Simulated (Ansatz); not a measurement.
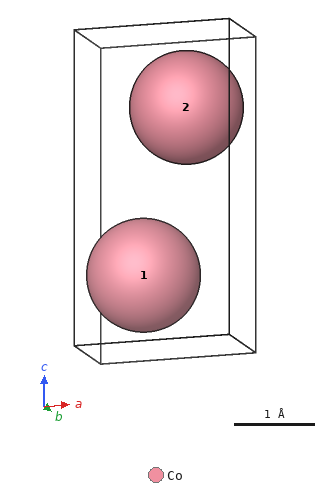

The structure as given in the input (spheres-only view of the cell of the calculation, seen at an oblique angle; atoms are numbered from 1 in the order of the input).

Single-point calculation of Co

The run: single-point calculation of Co (2 atoms in the cell). Method and program: DFT PBE+D3(BJ), scalar-relativistic, plane waves, PAW, spin-polarised (Ansatz 0.2.0).

Figures and captions count atoms from 1; the log counts them from 0 in places.

## Log
```
Engine: ansatz 0.2.0, x86_64-unknown-linux-gnu
Pseudopotentials: kind: paw
Pseudopotential: Co, paw, valence charge 17, recommended cutoff 420 eV (normal), Co.paw.azcp
Functional definition: PBE
  parameter kappa = 0.804
  parameter beta = 0.06672455060314922
  exchange = pbe_x(kappa = kappa, mu = beta*pi^2/3)
  correlation = pbe_c(beta = beta)
Crystal: 2 atoms, lattice volume = 21.359 Å³
Basis set: ecut = 420 eV, 391 PW (Γ), exchange–correlation on 36×36×54 points (8 copies of the dense FFT grid, shifted against one another)
Bands: 23, of which v1, the nominal top of the filled ones, is band 17 counted from 1 (16 counted from 0)
Symmetry: 24 space group operations
Space group: P63/mmc (ITA 194), of the structure as read, at distance tolerance 2.8e-5 Å
Magnetic group: BNS 194.263 (UNI 1493), of the structure as read, at distance tolerance 2.8e-5 Å
k-points: 36 of 324
Non-local potential: Co, projectors of the file, l = 0: 3, l = 1: 2, l = 2: 3, l = 3: 1
PAW form: soft (Blöchl's): semilocal exchange-correlation on the pseudo side does not see the compensation charge
PAW one-centre angular grid: Co, 590 points (default); XC on 64 Gauss nodes
Initial density: superposition of atomic densities (chi_scale 0.1, normalization cell)
Starting moments: Σ|m| = 4 μB on 2 of 2 sites
Initial wavefunctions: pseudopotential atomic-orbital guess
Functional: x = pbe(κ = 0.804, μ = 0.2195149727645171), c = pbe(β = 0.06672455060314922)
iter 1 solved again at ethr=8.09e-4 eV; its pass at ethr=3.10e-3 eV (dr2=2.75e-1 eV) is discarded
SCF iter   1: F=—  HF=-10252.994699 eV  |F-HF|=—  |Δ(HF+E_count)|=         —  Δρ=3.57e-2 (↑3.24e-2 ↓3.57e-2)  dr2=2.75e-1  dr2_m=1.08e-1  M=3.281 μB ∫|m|=3.352 μB  β_m=0.30  ethr=8.09e-4  ⟨swp⟩=1.0  Hψ=8326  notcnv=0
preconditioner: auto → none  [metal: Δε(μ)=0.078 eV  Ē_g=9.623 eV  σ=0.100 eV  W_gap=0.42  n_scr=8 (ndim 8)  ℏωp=34.1 eV  f_vac=0.000  D(μ)=1.88/eV (n_scr^D=22)  sad-step TF]
SCF iter   2: F=—  HF=-10253.038837 eV  |F-HF|=—  |Δ(HF+E_count)|=   4.41e-2  Δρ=2.03e-2 (↑1.87e-2 ↓2.03e-2)  dr2=4.27e-2  dr2_m=5.80e-2  M=3.225 μB ∫|m|=3.347 μB  β_m=0.30  ethr=8.09e-4  ⟨swp⟩=2.3  Hψ=2378  notcnv=0
SCF iter   3: F=—  HF=-10253.070162 eV  |F-HF|=—  |Δ(HF+E_count)|=   3.13e-2  Δρ=1.31e-2 (↑1.28e-2 ↓1.31e-2)  dr2=3.89e-3  dr2_m=3.13e-2  M=3.188 μB ∫|m|=3.350 μB  β_m=0.30  ethr=1.26e-4  ⟨swp⟩=2.6  Hψ=2781  notcnv=0
SCF iter   4: F=—  HF=-10253.098609 eV  |F-HF|=—  |Δ(HF+E_count)|=   2.84e-2  Δρ=9.58e-3 (↑9.58e-3 ↓9.33e-3)  dr2=1.21e-3  dr2_m=1.69e-2  M=3.162 μB ∫|m|=3.354 μB  β_m=0.30  ethr=1.14e-5  ⟨swp⟩=2.0  Hψ=3216  notcnv=0
SCF iter   5: F=—  HF=-10253.115609 eV  |F-HF|=—  |Δ(HF+E_count)|=   1.70e-2  Δρ=7.01e-3 (↑7.01e-3 ↓6.85e-3)  dr2=7.82e-4  dr2_m=9.07e-3  M=3.146 μB ∫|m|=3.364 μB  β_m=0.30  ethr=3.57e-6  ⟨swp⟩=2.1  Hψ=2521  notcnv=0
SCF iter   6: F=—  HF=-10253.125039 eV  |F-HF|=—  |Δ(HF+E_count)|=   9.43e-3  Δρ=5.11e-3 (↑5.11e-3 ↓5.03e-3)  dr2=2.83e-4  dr2_m=4.93e-3  M=3.134 μB ∫|m|=3.372 μB  β_m=0.30  ethr=2.30e-6  ⟨swp⟩=2.0  Hψ=2221  notcnv=0
SCF iter   7: F=—  HF=-10253.130357 eV  |F-HF|=—  |Δ(HF+E_count)|=   5.32e-3  Δρ=3.75e-3 (↑3.70e-3 ↓3.75e-3)  dr2=2.01e-6  dr2_m=2.71e-3  M=3.125 μB ∫|m|=3.379 μB  β_m=0.30  ethr=8.31e-7  ⟨swp⟩=2.1  Hψ=2892  notcnv=0
Mixer restart at iter 7: flushing history
spin-set hold released at iteration 7 (site moments contracting): the magnetisation degrees of freedom join the quasi-Newton model from the next iteration; the mixer history was flushed
SCF iter   8: F=—  HF=-10253.133340 eV  |F-HF|=—  |Δ(HF+E_count)|=   2.98e-3  Δρ=2.83e-3 (↑2.78e-3 ↓2.83e-3)  dr2=6.33e-7  dr2_m=1.54e-3  M=3.118 μB ∫|m|=3.385 μB  β_m=0.65  ethr=5.91e-9  ⟨swp⟩=3.0  Hψ=3385  notcnv=0
SCF iter   9: F=—  HF=-10253.137470 eV  |F-HF|=—  |Δ(HF+E_count)|=   4.13e-3  Δρ=6.47e-4 (↑6.47e-4 ↓6.35e-4)  dr2=5.97e-7  dr2_m=7.96e-5  M=3.097 μB ∫|m|=3.406 μB  β_m=0.82  ethr=1.86e-9  ⟨swp⟩=4.0  Hψ=4506  notcnv=0
SCF iter  10: F=—  HF=-10253.137572 eV  |F-HF|=—  |Δ(HF+E_count)|=   1.01e-4  Δρ=4.14e-4 (↑5.22e-5 ↓4.14e-4)  dr2=2.01e-5  dr2_m=8.10e-6  M=3.096 μB ∫|m|=3.413 μB  β_m=0.91  ethr=1.75e-9  ⟨swp⟩=3.0  Hψ=3610  notcnv=0
SCF iter  11: F=—  HF=-10253.137612 eV  |F-HF|=—  |Δ(HF+E_count)|=   3.98e-5  Δρ=7.05e-4 (↑7.05e-4 ↓6.34e-4)  dr2=2.02e-4  dr2_m=7.02e-7  M=3.096 μB ∫|m|=3.414 μB  β_m=0.60  ethr=1.75e-9  ⟨swp⟩=3.2  Hψ=4042  notcnv=0  recentre
SCF iter  12: F=—  HF=-10253.137568 eV  |F-HF|=—  |Δ(HF+E_count)|=   4.36e-5  Δρ=8.00e-5 (↑5.41e-5 ↓8.00e-5)  dr2=2.97e-7  dr2_m=7.66e-7  M=3.096 μB ∫|m|=3.415 μB  β_m=0.76  ethr=1.75e-9  ⟨swp⟩=3.1  Hψ=3606  notcnv=0
SCF iter  13: F=-10253.137569 eV  HF=-10253.137569 eV  |F-HF|=1.46e-8  |Δ(HF+E_count)|=   8.09e-7  Δρ=1.78e-5 (↑8.00e-6 ↓1.78e-5)  dr2=9.35e-9  dr2_m=2.83e-8  M=3.097 μB ∫|m|=3.415 μB  ethr=2.94e-10  ⟨swp⟩=5.7  Hψ=6818  notcnv=0
SCF 1 converged in 13 iterations: F = -10253.137569 eV  dr2 = 9.35e-9
  greatest PAW one-centre occupation: 1.001 electrons in one spin orbital (limit 2), on the Co atom at site 1 (counted from 0), in its partial waves of l = 1
```

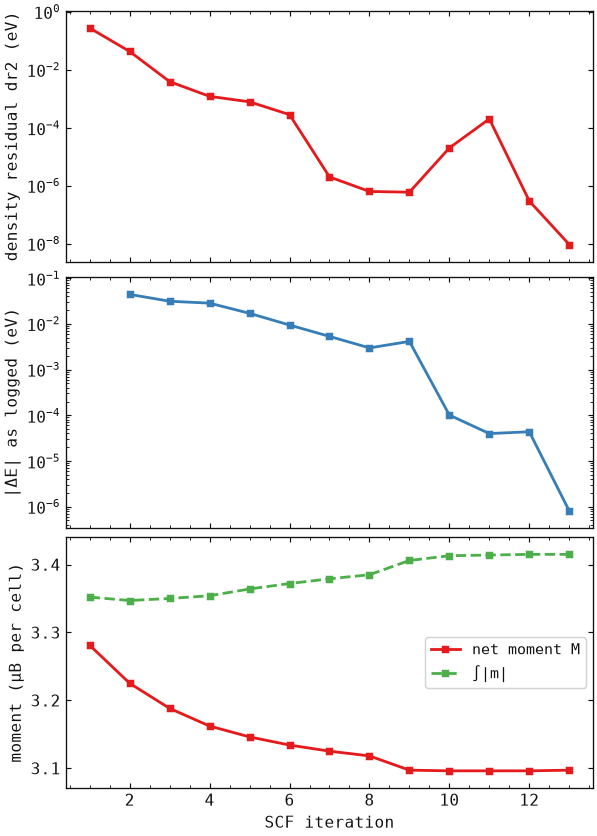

Convergence of the self-consistent field: density residual dr2, size of the energy change and magnetic moment against the SCF iteration. The residual falls unevenly and jumps up by a factor of two or more 2 times on the way down. The net moment goes from 3.3 to 3.1 μB per cell.

```
SCF converged after 13 iterations
Magnetization: 3.0970 μB (18.5485 up, 15.4515 down)
Absolute magnetization: 3.4160 μB (∫|ρ↑−ρ↓|, with the PAW one-centre terms)
Spin contamination: 0.0525 ħ² per cell (⟨S²⟩ above its minimum at these occupations)
Per-site moments (μB) at R_I (Å): [(1.6217010531411673, 1.0163047667450056), (1.6217010531411675, 1.0163047667450056)]
Free energy (F): -10253.137569 eV
Harris-Foulkes:  -10253.137569 eV  (|F-HF|=1.46e-8)
Internal energy: -10253.127935 eV  (E = F + TS)
E sigma→0 (E₀):  -10253.132752 eV
Entropy (-TS):   -0.009634 eV (-4.817 meV/atom)
Fermi energy:    19.060015 eV
--- Per-component energies (eV) ---
  E_band       = -476.034855
  E_kinetic    = 908.453658
  E_local      = -5620.263411  (includes V_loc(G=0)·N_el)
  E_nonlocal   = 908.193414
  E_hartree    = 2357.915988
  E_xc         = -318.386859
  E_vxc        = -410.888625  (∫ρ·V_xc dr)
  E_paw        = -3030.429108  (= ΣΔE_a)
  E_vpaw       = -977.362429  (= ΣTr[D̂ρ^β])
  E_aug_tail   = 0.000165  (compensation charges beyond the density's cutoff)
  E_ewald      = -5457.764039
  E_disp       = -0.847743  (pairwise vdW)
  E_smearing   = -0.009634  (= −TS)
  E_closure    = -0.000000  (closes the sum)
  Σ components = -10253.137569   (vs F -10253.137569, Δ=0.00e0)
--- Forces (eV/Å), atoms counted from 1 ---
  atom   1  Co    -0.00000000     0.00000000     0.00000000
  atom   2  Co    -0.00000000    -0.00000000     0.00000000
  max |Σ_I F_I| component: 9.25e-18 eV/Å
--- Stress (GPa, compression-positive) ---
       -4.096184       0.000000       0.000000
        0.000000      -4.096184       0.000000
        0.000000       0.000000      -3.023674
  P = ⅓ Tr σ = -3.7387 GPa (-37.387 kbar)
--- Band table (eV; the first three rows and the last of 72) ---
  k-point 0 ↑: bands = ["-76.9804", "-76.9189", "-40.3927", "-40.0883", "-40.0883", "-40.0427", "-40.0375", "-40.0375", "9.9377", "13.8140", "16.4385", "16.4641", "16.4641", "16.7897", "16.7897", "17.1428", "17.1428", "18.2860", "18.2860", "18.8666", "25.5161", "40.9481", "43.5094"]
  k-point 1 ↑: bands = ["-76.9715", "-76.9280", "-40.3421", "-40.0947", "-40.0808", "-40.0808", "-40.0450", "-40.0450", "10.5663", "13.5981", "16.2837", "16.3561", "16.3561", "16.6326", "16.6326", "17.1528", "17.4734", "17.4734", "18.2376", "18.2376", "28.5510", "39.9822", "41.3717"]
  k-point 2 ↑: bands = ["-76.9498", "-76.9498", "-40.2191", "-40.2191", "-40.0629", "-40.0629", "-40.0629", "-40.0629", "12.2128", "12.2128", "16.1078", "16.1078", "16.3928", "16.3928", "16.3928", "16.3928", "17.9653", "17.9653", "17.9653", "17.9653", "34.1264", "34.1264", "41.6624"]
  k-point 35 ↓: bands = ["-74.9185", "-74.9185", "-38.3864", "-38.3864", "-38.3121", "-38.3121", "-38.1516", "-38.1516", "16.3569", "16.3569", "16.4396", "16.4396", "17.2276", "17.2276", "18.8448", "18.8448", "20.1541", "20.1541", "25.4170", "25.4170", "27.1266", "27.1266", "29.3625"]
--- Löwdin populations: 2 sites ---
  site symbol       q [e]    m [muB]
     0     Co     16.7831     1.6095
     1     Co     16.7831     1.6095
  spilling = 0.012757 (of n_electrons = 34.000000)
```

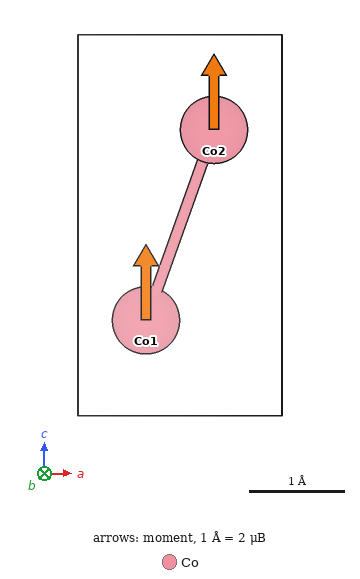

Magnetic moments of the sites as orange arrows (ball-and-stick view of the cell of the calculation, along the b axis; atoms are numbered from 1 in the order of the input); small moments hardly show. The run is collinear, so the axis drawn is arbitrary. Site moments: Co1, Co2 (1.62 μB). They are counted near the atoms and needn't add up to the moment of the cell.

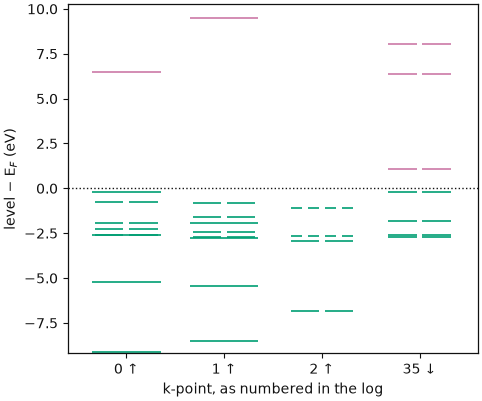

Kohn–Sham levels near the Fermi level (dotted) at the few k-points that the log prints; levels within 0.02 eV of each other stand side by side. The system is metallic on the full mesh.

The run was set up as follows.

## The input
```yaml
crystal:
  lattice:
    - [2.48, 0.0, 0.0]
    - [-1.24, 2.1477430014, 0.0]
    - [0.0, 0.0, 4.01]
  atoms:
    - { symbol: Co, position: [0.3333333333, 0.6666666667, 0.25], spin: 2.0 }
    - { symbol: Co, position: [0.6666666667, 0.3333333333, 0.75], spin: 2.0 }
basis:
  ecutwfc: 420
kpoints:
  mp_grid: { grid: [9, 9, 4] }
hamiltonian:
  xc: pbe
  dispersion: d3bj
scf:
  occupations: { method: gaussian, width: 0.1 }
  lower_state_search: "off"
output:
  forces: true
  stress: true
  eigenvalues: true
  populations: true
magnetization:
  spin_polarized: true
```

Launch command:
```bash
ansatz run input.yaml --threads 1 --pin off --max-ram 3072MiB --backend cpu --events-out ev --progress --plain --runs-dir out
```

## Results in brief

- outcome: converged
- space group (tolerance 0.01 Å): P6₃/mmc (194)
- electrons treated: 34
- free energy: −10253.1376 eV
- Fermi energy: 19.060 eV
- gap on the k-point mesh: none (metallic)
- net moment of the cell: 3.10 μB
- integrated absolute moment: 3.42 μB
- pressure: −3.74 GPa
- largest force (length of the vector): under 0.001 eV/Å
- hardware: 1 thread of Intel Xeon @ 2.30GHz, 94 GiB of memory available, shared host
- wall time: 5.1 s
- peak memory: 0.34 GiB
